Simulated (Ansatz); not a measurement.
## Energy of Ca along an even scaling of the cell

System: Ca (P6₃/mmc, 2 atoms in the cell).
Method: Kohn-Sham DFT of a periodic cell, PBE, all-electron LAPW, scalar-relativistic, no spin polarisation (Ansatz 0.2.0).

The 7 runs differ only in the geometry, by an even scaling of the cell at fixed fractional positions. The structure derives from an entry of the Crystallography Open Database.

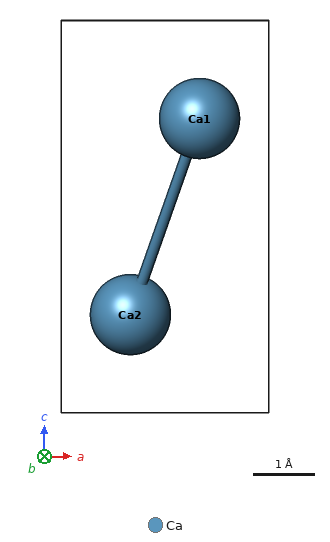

Figure 1. The structure of run 4 (ball-and-stick view of the cell of the calculation, along the b axis; atoms are numbered from 1 in the order of the input).

**Input of run 4**
```yaml
crystal:
  lattice:
    - [3.98, 0.0, 0.0]
    - [-1.99, 3.4467811071, 0.0]
    - [0.0, 0.0, 6.52]
  atoms:
    - { symbol: Ca, position: [0.6666666667, 0.3333333333, 0.75] }
    - { symbol: Ca, position: [0.3333333333, 0.6666666667, 0.25] }
kpoints:
  mp_grid: { grid: [8, 8, 4] }
scf:
  occupations: { method: fermi_dirac, width: 0.05 }
hamiltonian:
  xc: pbe
  pseudopotentials: { kind: all_electron, lapw: { basis_error: 0.0005 } }
output:
  forces: true
  stress: true
  eigenvalues: true
```

Command:
```bash
ansatz run input.yaml --threads 1 --pin off --max-ram 3072MiB --backend cpu --events-out ev --progress --plain --runs-dir out
```

Lattice vectors (Å) and fractional positions of run 4:
```
   3.980000    0.000000    0.000000
  -1.990000    3.446781    0.000000
   0.000000    0.000000    6.520000
Ca  0.666667  0.333333  0.750000
Ca  0.333333  0.666667  0.250000
```

Run 3 differs from it as follows:
```diff
-    - [3.98, 0.0, 0.0]
-    - [-1.99, 3.4467811071, 0.0]
-    - [0.0, 0.0, 6.52]
+    - [3.9532877857, 0.0, 0.0]
+    - [-1.9766438929, 3.423647651, 0.0]
+    - [0.0, 0.0, 6.4762402922]
```

**Results, with one run withheld**

```tsv
run	volume per atom (Å³)	free energy per atom, from the lowest run given (meV)	pressure (GPa)
1	42.038	0.00	0.16
2	42.932	0.13	−0.21
3	43.827	?	?
4	44.721	6.13	−0.85
5	45.616	11.64	−1.12
6	46.510	18.63	−1.38
7	47.405	26.96	−1.61
```

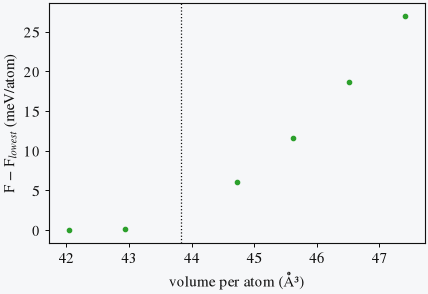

Figure 2. Free energy per atom of the runs given; the dotted line marks run 3.

Estimate the energy of run 3 from the others.

A cubic polynomial in V^(−2/3) (the Birch–Murnaghan form), fitted to the 6 runs given, misses them by under 0.01 meV per atom. With x = V^(−2/3) − 0.07927 Å⁻², it reads F = 6.583 − 4628 x + 7.9492e+05 x² − 1.776e+06 x³ (meV per atom). At run 3 it gives 2.24 meV per atom, and the run itself gives 2.24. The slope of the fit gives a pressure −dF/dV of −0.54 GPa there, and the run prints −0.54 GPa. The fit has its minimum at 42.424 Å³ per atom, where V d²F/dV² gives 17.7 GPa. Cell shape and fractional positions are held, so this is the stiffness under even scaling; the relaxed bulk modulus wasn't computed.

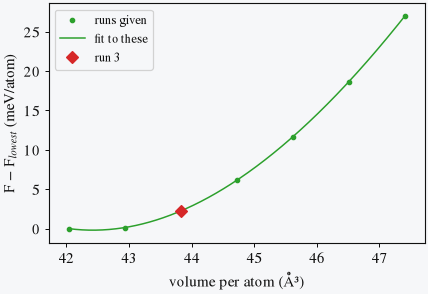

Figure 3. The fit and the withheld run.

**Output, shortened to warnings, some set-up lines, iterations and results (run 3)**
```
Basis set: ecut = 86.9700037361403 eV, 147 PW (Γ), exchange–correlation at level 2
Symmetry: 24 space group operations
k-points: 30 of 256
Initial density: superposition of atomic densities (chi_scale 0.1, normalization cell)
[...]
SCF iter   1: F=—  HF=-37028.930126 eV  |F-HF|=—  |Δ(HF+E_count)|=         —  Δρ=2.97e-3  dr2=1.44e-2  ethr=7.36e-5  ⟨swp⟩=3.6  Hψ=3235  notcnv=0
SCF iter   2: F=—  HF=-37028.934362 eV  |F-HF|=—  |Δ(HF+E_count)|=   4.24e-3  Δρ=2.29e-3  dr2=8.88e-3  ethr=7.19e-5  ⟨swp⟩=2.0  Hψ=1444  notcnv=0
SCF iter   3: F=—  HF=-37028.939212 eV  |F-HF|=—  |Δ(HF+E_count)|=   4.85e-3  Δρ=1.16e-3  dr2=2.51e-3  ethr=4.44e-5  ⟨swp⟩=2.0  Hψ=1418  notcnv=0
SCF iter   4: F=—  HF=-37028.939669 eV  |F-HF|=—  |Δ(HF+E_count)|=   4.56e-4  Δρ=3.02e-4  dr2=1.87e-4  ethr=9.39e-7  ⟨swp⟩=2.0  Hψ=2286  notcnv=0
SCF iter   5: F=—  HF=-37028.939700 eV  |F-HF|=—  |Δ(HF+E_count)|=   3.14e-5  Δρ=5.41e-5  dr2=4.81e-6  ethr=9.34e-7  ⟨swp⟩=2.0  Hψ=1409  notcnv=0
SCF iter   6: F=—  HF=-37028.939700 eV  |F-HF|=—  |Δ(HF+E_count)|=   8.01e-8  Δρ=1.86e-5  dr2=4.78e-7  ethr=2.40e-8  ⟨swp⟩=2.2  Hψ=1418  notcnv=0
SCF iter   7: F=-37028.939700 eV  HF=-37028.939700 eV  |F-HF|=1.40e-9  |Δ(HF+E_count)|=   3.16e-8  Δρ=2.13e-6  dr2=5.81e-9  ethr=2.39e-9  ⟨swp⟩=2.0  Hψ=1409  notcnv=0
SCF 1 converged in 7 iterations: F = -37028.939700 eV  dr2 = 5.81e-9
SCF converged after 7 iterations
Free energy (F): -37028.939700 eV
Harris-Foulkes:  -37028.939700 eV  (|F-HF|=1.40e-9)
Internal energy: -37028.923502 eV  (E = F + TS)
E sigma→0 (E₀):  -37028.931601 eV
Entropy (-TS):   -0.016198 eV (-8.099 meV/atom)
Fermi energy:    4.997666 eV
--- Per-component energies (eV) ---
  E_band       = -351.392339
  E_kinetic    = 37316.725437
  E_xc         = -1965.820388
  E_electrostatic = -72379.828551  (all electrons and nuclei)
  E_smearing   = -0.016198  (= −TS)
  E_closure    = 0.000000  (closes the sum)
  E_atoms      = -37025.121175  (free atoms, spherical and without spin; not in F)
  Σ components = -37028.939700   (vs F -37028.939700, Δ=0.00e0)
  Basis errors (estimates in eV, not in F): energy 1.6e-4 per atom: plane waves 1.6e-4 (8.0e-5 summed), levels above the bands 1.2e-18, relativity 1.9e-9, radial functions 5.9e-6, core shells 5.2e-11; eigenvalues (radial functions only) 4.7e-7; not estimated: angular momenta, meshes, grids; target …
--- Forces (eV/Å), atoms counted from 1 ---
  atom   1  Ca     0.00000000     0.00000000     0.00000000
  atom   2  Ca    -0.00000000    -0.00000000     0.00000000
  max |Σ_I F_I| component: 1.45e-19 eV/Å
--- Stress (GPa, compression-positive) ---
       -0.639067      -0.000000       0.000000
       -0.000000      -0.639067       0.000000
        0.000000       0.000000      -0.344446
  P = ⅓ Tr σ = -0.5409 GPa (-5.409 kbar)
```
